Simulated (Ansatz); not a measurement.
**GaN: density, localisation and related maps**

```xyz
6
Lattice="2.1718 0.0000 -2.1718 -2.1718 2.1718 0.0000 4.1795 4.1795 4.1795" Properties=species:S:1:pos:R:3 pbc="T T T"
Ga    0.0000    0.0000    0.0000
Ga    2.1171    2.1171   -0.0547
Ga    2.0624    4.2342    2.0624
N    -0.0273    2.1444   -0.0273
N     2.0897    2.0897    2.0897
N     4.2068    4.2068    2.0350
```

Space group R-3m; started from the rocksalt prototype, which need not be the ambient phase; changed on purpose from its base cell (epitaxial 111 strain +3.0%); computed pressure about −11 GPa in this cell.

Computed with DFT, r2SCAN, plane waves, PAW in Ansatz.

Core electrons are frozen (PAW), and the valence fields are smoothed inside the atomic spheres.

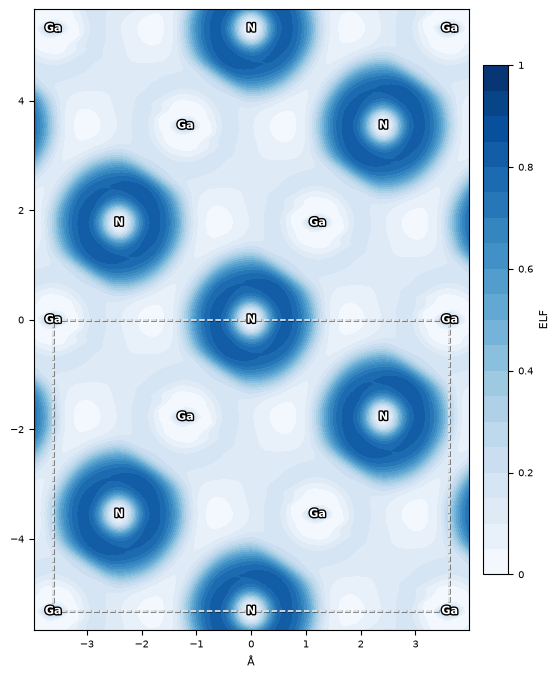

Figure 1. ELF on the (110) plane of the conventional cell.

> What does the map show?

- Atoms in the plane: Ga and N.
- Ga–N (2.14 Å): the ELF peaks at about 0.85 in the valence shell of N, 0.7 Å from its nucleus, and is about 0.40 at the midpoint.

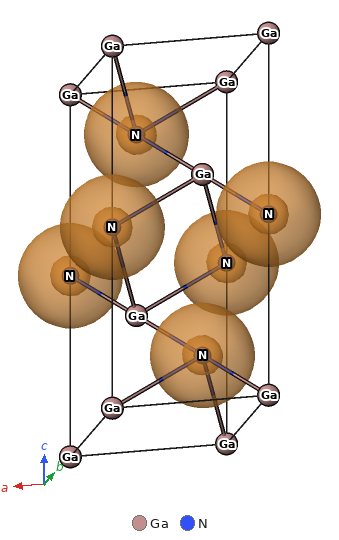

Figure 2. Isosurface of the ELF at 0.6 (orange), seen at an oblique angle. Only the valence region is drawn (cores and ρ < 0.01 e/Å³ removed). Sticks mark near contacts.

> Describe the localisation domains.

The surface consists of three regions wrapped around N (the valence shell of each), counted in one cell of 6 atoms. Regions shared between cells count once.

> Does the calculation make it a metal, or give it a gap?

It is gapped, with a Kohn–Sham gap of 0.69 eV on the k-point mesh (the band edges may lie off the mesh, which would make the gap smaller).
